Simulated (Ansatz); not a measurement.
## Two runs on Zn

System: Zn (P6/mmm, 3 atoms in the cell).
Method of run A: DFT, RPBE, plane waves (420 eV) with PAW, scalar-relativistic, no spin polarisation (Ansatz 0.2.0).

Text and figures count atoms from 1; the logs count them from 0 in places.

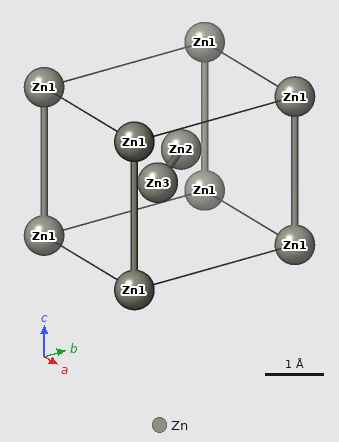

Figure 1. The structure (ball-and-stick view of the cell of the calculation, seen slightly off an axis; atoms are numbered from 1 in the order of the input).

### Input file, run A
```yaml
crystal:
  lattice:
    - [4.4312223173, 0.0, 0.0]
    - [-2.2156111586, 3.8375510966, 0.0]
    - [0.0, 0.0, 2.6560567904]
  atoms:
    - { symbol: Zn, position: [0.0, 1.0, 0.0] }
    - { symbol: Zn, position: [0.3333333333, 0.6666666667, 0.5] }
    - { symbol: Zn, position: [0.6666666667, 0.3333333333, 0.5] }
hamiltonian:
  xc: rpbe
  pseudopotentials:
    kind: paw
    azcp:
      Zn: "pseudopotentials/Zn.paw.azcp"
basis:
  ecutwfc: 420
  fft_grid_basis: typed
kpoints:
  mp_grid: { grid: [9, 9, 13], shift: [0, 0, 0] }
magnetization:
  spin_polarized: false
scf:
  occupations: { method: fermi_dirac, width: 0.1 }
  lower_state_search: "off"
output:
  stress: true
  write_density: true
  write_potential: true
  elf: true
  volumetric_format: npy
```

Hardware: 2 threads of an Arm (aarch64) CPU, shared host.

### Output, shortened to warnings, some set-up lines, iterations and results (run A)
```
Basis set: ecut = 420 eV, 927 PW (Γ)
Symmetry: 24 space group operations
k-points: 84 of 1053
Initial density: superposition of atomic densities (neutral atoms: chi_scale 0, normalization atom), corrected by the library's trained network
[...]
SCF iter   1: F=—  HF=-9973.021103 eV  |F-HF|=—  |Δ(HF+E_count)|=         —  Δρ=6.66e-3  dr2=9.00e-3  ethr=1.77e-3  ⟨swp⟩=5.5  Hψ=8158  notcnv=0
SCF iter   2: F=—  HF=-9973.018970 eV  |F-HF|=—  |Δ(HF+E_count)|=   2.13e-3  Δρ=1.05e-3  dr2=3.24e-4  ethr=2.50e-5  ⟨swp⟩=2.0  Hψ=4060  notcnv=0
SCF iter   3: F=—  HF=-9973.018432 eV  |F-HF|=—  |Δ(HF+E_count)|=   5.37e-4  Δρ=8.98e-4  dr2=1.46e-4  ethr=9.01e-7  ⟨swp⟩=2.0  Hψ=3365  notcnv=0
SCF iter   4: F=—  HF=-9973.018486 eV  |F-HF|=—  |Δ(HF+E_count)|=   5.39e-5  Δρ=3.36e-4  dr2=4.44e-5  ethr=4.07e-7  ⟨swp⟩=2.0  Hψ=3352  notcnv=0
SCF iter   5: F=—  HF=-9973.018472 eV  |F-HF|=—  |Δ(HF+E_count)|=   1.37e-5  Δρ=6.87e-5  dr2=1.15e-6  ethr=1.23e-7  ⟨swp⟩=2.0  Hψ=3304  notcnv=0
SCF iter   6: F=—  HF=-9973.018473 eV  |F-HF|=—  |Δ(HF+E_count)|=   1.05e-6  Δρ=1.87e-5  dr2=1.22e-7  ethr=3.19e-9  ⟨swp⟩=2.3  Hψ=3456  notcnv=0
SCF iter   7: F=-9973.018474 eV  HF=-9973.018474 eV  |F-HF|=1.32e-9  |Δ(HF+E_count)|=   6.57e-8  Δρ=1.56e-6  dr2=6.18e-10  ethr=2.78e-10  ⟨swp⟩=7.8  Hψ=12116  notcnv=0
SCF 1 converged in 7 iterations: F = -9973.018474 eV  dr2 = 6.18e-10
SCF converged after 7 iterations
Free energy (F): -9973.018474 eV
Harris-Foulkes:  -9973.018474 eV  (|F-HF|=1.32e-9)
Internal energy: -9972.992093 eV  (E = F + TS)
E sigma→0 (E₀):  -9973.005283 eV
Entropy (-TS):   -0.026380 eV (-8.793 meV/atom)
Fermi energy:    11.476320 eV
--- Per-component energies (eV) ---
  E_band       = 157.420018
  E_kinetic    = 392.674125
  E_local      = -4584.159540  (includes V_loc(G=0)·N_el)
  E_nonlocal   = 1831.924952
  E_hartree    = 1923.747095
  E_xc         = -414.171646
  E_vxc        = -156.368746  (∫ρ·V_xc dr)
  E_paw        = -5490.242109  (= ΣΔE_a)
  E_vpaw       = -1174.145497  (= ΣTr[D̂ρ^β])
  E_aug_tail   = -0.001142  (compensation charges beyond the density's cutoff)
  E_ewald      = -3632.541844
  E_core_change = -0.221985  (= ΣΔE_core)
  E_smearing   = -0.026380  (= −TS)
  E_closure    = 0.000000  (closes the sum)
  Σ components = -9973.018474   (vs F -9973.018474, Δ=0.00e0)
--- Stress (GPa, compression-positive) ---
        4.912979      -0.000000       0.000000
       -0.000000       4.912979       0.000000
        0.000000       0.000000       6.320747
  P = ⅓ Tr σ = 5.3822 GPa (53.822 kbar)
```

The input of run B differs as follows (lines with − go, lines with + come):
```diff
-    - [4.4312223173, 0.0, 0.0]
-    - [-2.2156111586, 3.8375510966, 0.0]
-    - [0.0, 0.0, 2.6560567904]
+    - [4.3660478158, 0.0, 0.0]
+    - [-2.1830239079, 3.7811083226, 0.0]
+    - [0.0, 0.0, 2.616991457]
```

Predict how the results change.

With the same functional and potentials, run B lies 29.9 meV per atom higher. The pressure goes from 5.38 to 9.43 GPa. The volume per atom goes from 15.06 to 14.40 Å³. The cell is scaled evenly with the atoms at fixed fractional positions, so −ΔP/Δ ln V estimates the bulk modulus midway between the two volumes: about 91 GPa. The SCF takes 6 iterations against 7. The plane waves at Γ go from 927 to 879.

### Output, shortened to warnings, some set-up lines, iterations and results (run B)
```
Basis set: ecut = 420 eV, 879 PW (Γ)
Symmetry: 24 space group operations
k-points: 84 of 1053
Initial density: superposition of atomic densities (neutral atoms: chi_scale 0, normalization atom), corrected by the library's trained network
[...]
SCF iter   1: F=—  HF=-9972.930881 eV  |F-HF|=—  |Δ(HF+E_count)|=         —  Δρ=6.45e-3  dr2=7.91e-3  ethr=1.77e-3  ⟨swp⟩=5.2  Hψ=7965  notcnv=0
SCF iter   2: F=—  HF=-9972.929197 eV  |F-HF|=—  |Δ(HF+E_count)|=   1.68e-3  Δρ=1.03e-3  dr2=3.16e-4  ethr=2.20e-5  ⟨swp⟩=2.0  Hψ=4046  notcnv=0
SCF iter   3: F=—  HF=-9972.928748 eV  |F-HF|=—  |Δ(HF+E_count)|=   4.49e-4  Δρ=9.17e-4  dr2=1.40e-4  ethr=8.77e-7  ⟨swp⟩=2.0  Hψ=3357  notcnv=0
SCF iter   4: F=—  HF=-9972.928808 eV  |F-HF|=—  |Δ(HF+E_count)|=   6.04e-5  Δρ=3.99e-4  dr2=5.93e-5  ethr=3.89e-7  ⟨swp⟩=2.0  Hψ=3352  notcnv=0
SCF iter   5: F=—  HF=-9972.928786 eV  |F-HF|=—  |Δ(HF+E_count)|=   2.25e-5  Δρ=6.80e-5  dr2=1.15e-6  ethr=1.65e-7  ⟨swp⟩=2.0  Hψ=3296  notcnv=0
SCF iter   6: F=-9972.928787 eV  HF=-9972.928787 eV  |F-HF|=9.92e-8  |Δ(HF+E_count)|=   8.52e-7  Δρ=1.86e-5  dr2=9.16e-8  ethr=2.78e-10  ⟨swp⟩=6.2  Hψ=13063  notcnv=0
SCF 1 converged in 6 iterations: F = -9972.928787 eV  dr2 = 9.16e-8
SCF converged after 6 iterations
Free energy (F): -9972.928787 eV
Harris-Foulkes:  -9972.928787 eV  (|F-HF|=9.92e-8)
Internal energy: -9972.904614 eV  (E = F + TS)
E sigma→0 (E₀):  -9972.916701 eV
Entropy (-TS):   -0.024173 eV (-8.058 meV/atom)
Fermi energy:    12.205713 eV
--- Per-component energies (eV) ---
  E_band       = 178.001271
  E_kinetic    = 394.073910
  E_local      = -4496.156054  (includes V_loc(G=0)·N_el)
  E_nonlocal   = 1830.915657
  E_hartree    = 1889.472315
  E_xc         = -415.189728
  E_vxc        = -157.802641  (∫ρ·V_xc dr)
  E_paw        = -5489.030729  (= ΣΔE_a)
  E_vpaw       = -1171.986067  (= ΣTr[D̂ρ^β])
  E_aug_tail   = -0.001119  (compensation charges beyond the density's cutoff)
  E_ewald      = -3686.766881
  E_core_change = -0.221985  (= ΣΔE_core)
  E_smearing   = -0.024173  (= −TS)
  E_closure    = 0.000000  (closes the sum)
  Σ components = -9972.928787   (vs F -9972.928787, Δ=0.00e0)
--- Stress (GPa, compression-positive) ---
        8.897831      -0.000000       0.000000
       -0.000000       8.897831       0.000000
        0.000000       0.000000      10.498827
  P = ⅓ Tr σ = 9.4315 GPa (94.315 kbar)
```

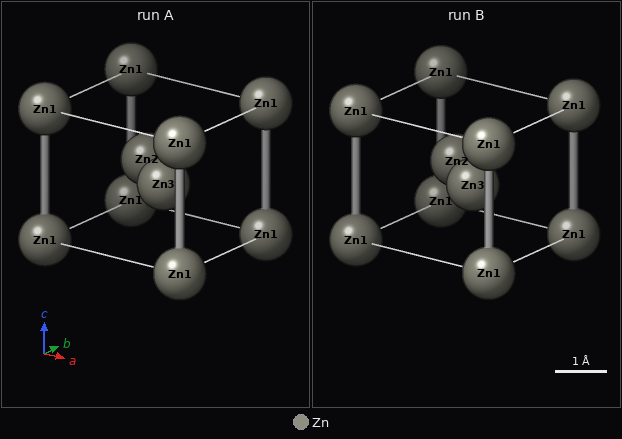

Figure 2. The two input geometries at one scale (ball-and-stick view of the cell of the calculation, seen slightly off an axis). No atom moves by more than 0.005 Å relative to the cell. The volume changes by −4.3 %, with a = b 4.431 → 4.366 Å (−1.5 %), c 2.656 → 2.617 Å (−1.5 %). Among the contacts that change: Zn1–Zn1 2.656 → 2.617 Å, Zn2–Zn3 2.558 → 2.521 Å.

### The two runs side by side

| quantity | run A | run B |
| --- | --- | --- |
| outcome | converged | converged |
| free energy per atom (eV) | −3324.3395 | −3324.3096 |
| energy per atom, smearing taken to zero (eV) | −3324.3351 | −3324.3056 |
| pressure (GPa) | 5.38 | 9.43 |
| volume per atom (Å³) | 15.06 | 14.40 |
| SCF iterations | 7 | 6 |
| irreducible k-points | 84 | 84 |
| plane waves at Γ | 927 | 879 |
| wall time (shared host) | 3.9 s | 3.7 s |

For run A: The cell is under a pressure of 5.4 GPa at this level, so it is not at its equilibrium volume. For run B: The cell is under a pressure of 9.4 GPa at this level, so it is not at its equilibrium volume.
